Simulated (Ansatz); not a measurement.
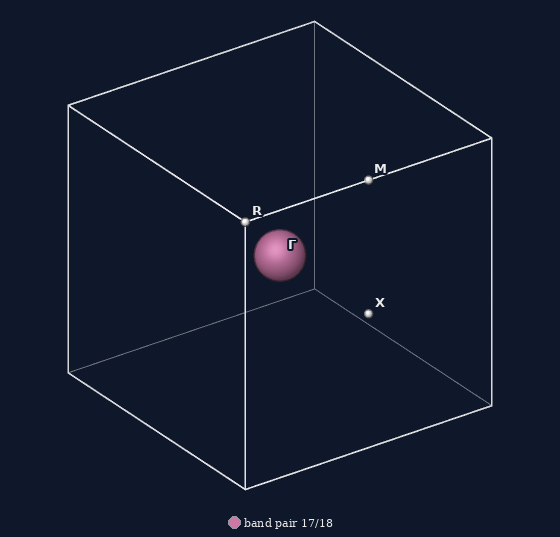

Constant-energy surfaces of KBr (space group Pm-3m, No. 221), 0.20 eV above the conduction-band minimum (one colour a band).

Level of theory: Ansatz 0.2.0, DFT PBE, spin-orbit coupling, plane waves, PAW; levels and slopes on a dense k mesh at the converged density. Non-magnetic. With an inversion centre and no moment every band is doubly degenerate; a pair is shown and named once. Mesh 28×28×28, interpolated with the band slopes. Unrelaxed database geometry. The cell comes from a database of computed structures, not from a measurement.

Masses come from a second pass at points close to the extrema; at the energies drawn a band may no longer be parabolic.

> Describe the band extrema that these surfaces surround.

Band pair 17/18 forms the conduction edge. Within this energy: one minimum at Γ, mass 0.34 mₑ in all directions.

The run (self-consistency and the dense mesh) took 3.5 min on 1 thread of Arm Neoverse V2, on a shared host, peak memory 1.2 GiB.
